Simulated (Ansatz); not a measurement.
**CdSe: density, localisation and related maps**

Input file:

```
crystal:
  lattice:
    - [0.0, 3.0702711986, 3.0702711986]
    - [3.0702711986, 0.0, 3.0702711986]
    - [3.0702711986, 3.0702711986, 0.0]
  atoms:
    - { symbol: Cd, position: [0.0, 0.0, 0.0] }
    - { symbol: Se, position: [0.25, 0.25, 0.25] }
hamiltonian:
  xc: r2scanh
  pseudopotentials: { kind: paw }
kpoints:
  mp_grid: { grid: [4, 4, 4] }
scf:
  occupations: { method: fermi_dirac, width: 0.05 }
output:
  forces: true
  stress: true
  eigenvalues: true
  write_density: true
  write_potential: true
  elf: true
  volumetric_format: npy
```

Launched as:

```sh
ansatz run input.yaml --threads 2 --pin off --max-ram 5632MiB --backend cpu --events-out ev --progress --plain --runs-dir out
```

Below, planes, directions and counts refer to the conventional cell (a = 6.14 Å, b = 6.14 Å, c = 6.14 Å, α = 90.00°, β = 90.00°, γ = 90.00°).

Space group F-43m; a structure from a database of computed crystals, not necessarily the ambient phase.

Level of theory: Ansatz, Kohn-Sham DFT of a periodic cell, r2SCANh, Ansatz PAW.

Core electrons are frozen (PAW), and the valence fields are smoothed inside the atomic spheres.

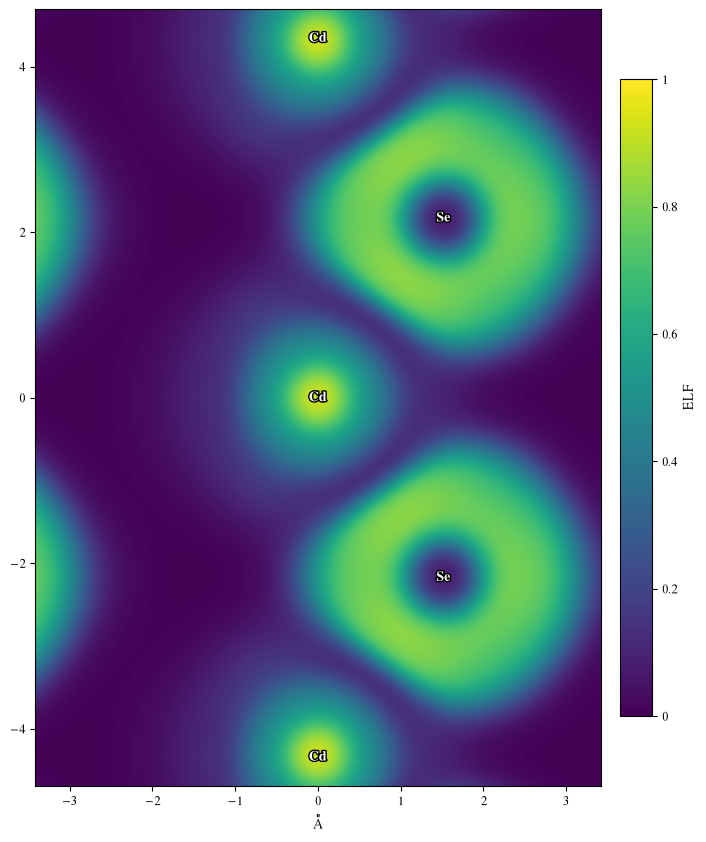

Figure 1. ELF on the (011) plane of the conventional cell.

What do the fields say about this system?

Answer. The section cuts through Cd and Se sites. Cd–Se (2.66 Å): the ELF is about 0.40 at the midpoint and 0.15 at its lowest between the atoms. The features right at Cd lie inside the PAW spheres, where the map follows smoothed inner orbitals and isn't to be read closely.

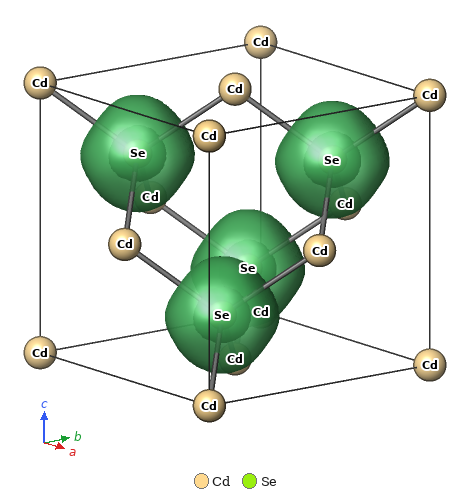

Figure 2. Isosurface of the electron localisation function at 0.7 (green), seen at an oblique angle. Only the valence region is drawn (cores and ρ < 0.01 e/Å³ removed). Sticks mark near contacts.

What do the ELF domains correspond to?

Answer. The surface consists of four regions wrapped around Se (the valence shell of each), counted in one cell of 8 atoms. Any copies at cell faces, edges or corners count once.

Does the calculation give a band gap?

Answer. It is gapped, with a Kohn–Sham gap of 1.6 eV on the k-point mesh, an upper bound to the gap of this method.
